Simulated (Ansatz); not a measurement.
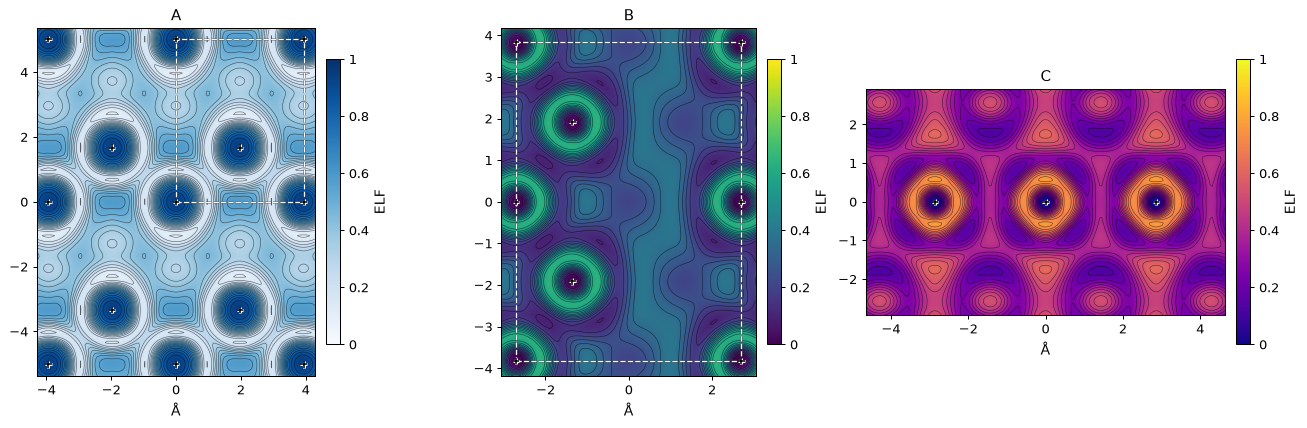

The ELF of 3 systems, each on a plane through atoms (crosses mark nuclei in the plane).

Theory: DFT, r2SCAN, plane waves (500 eV) with PAW, scalar-relativistic (Ansatz).

System 1: Ti, the (101) plane of the conventional cell. Space group Fd-3m; set up as Ti, diamond; a generated structure, not necessarily the stable one; changed on purpose from its base cell (volume × 0.92); computed pressure about 3 GPa in this cell; computed without spin polarisation.

```
Ti
1.0
     5.41503    0.00000    0.00000
     0.00000    5.41503    0.00000
     0.00000    0.00000    5.41503
Ti
8
Direct
  0.75000 0.25000 0.25000
  0.25000 0.75000 0.25000
  0.25000 0.25000 0.75000
  0.75000 0.75000 0.75000
  0.50000 0.00000 0.00000
  0.00000 0.50000 0.00000
  0.00000 0.00000 0.50000
  0.50000 0.50000 0.50000
```

System 2: W, the (010) plane of the conventional cell. Space group P6₃/mmc; set up as W, hcp; a generated structure, not necessarily the stable one; changed on purpose from its base cell (volume × 1.12); computed pressure about −27 GPa in this cell.

```
W
1.0
     2.86271    0.00000    0.00000
    -1.43136    2.47918    0.00000
     0.00000    0.00000    5.14628
W
2
Direct
  0.33333 0.66667 0.25000
  0.66667 0.33333 0.75000
```

System 3: Cr, the (110) plane of the cell of the magnetic structure. Space group P6₃/mmc; set up as Cr, hcp; a generated structure, not necessarily the stable one; changed on purpose from its base cell (volume × 0.96); computed pressure about 3 GPa in this cell; spin-polarised.

**Match each panel to its system.**

Panel A is system 3, Cr: the plane holds Cr. Cr–Cr (2.58 Å): the ELF is about 0.30 at the midpoint; no shared electron pair shows on this line. Panel B is system 1, Ti: the plane holds Ti. Ti–Ti (2.34 Å): the ELF is about 0.10 at the midpoint: no localised pair shows between them. Panel C is system 2, W: the plane holds W. W–W (2.86 Å): the ELF is about 0.40 at the midpoint.
